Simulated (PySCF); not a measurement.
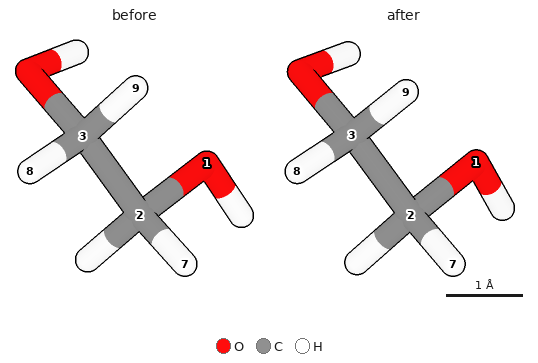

The structure of C2H6O2 before (left) and after (right) a relaxation, at one scale.

A stick model, seen from a free direction.

The start comes from MMFF94s.

The calculation used PySCF 2.14.0, density-fitted response routines, PBE0-D3(BJ)/def2-SVP geometry optimisation, gas phase. 

> Describe what moved and what it gained.

After 7 geometry steps the energy has fallen by 0.097 eV. Largest force component: 1.4 eV/Å at the start, 0.015 eV/Å at the end. The largest move after the best rigid fit is that of an H atom, 0.17 Å. Largest moves by element: H 0.17 Å, O 0.05 Å, C 0.04 Å. Among the contacts that change: C–O 1.427 → 1.397 Å, C–H 1.094 → 1.107 Å, H–O 0.973 → 0.961 Å, C–C 1.524 → 1.512 Å. Bond angles that change, for instance: O–C–H 107.5° → 111.9°, O–C–H 107.7° → 111.2°, O–C–H 109.0° → 112.1°. The run took about 12 core-seconds on a shared host.
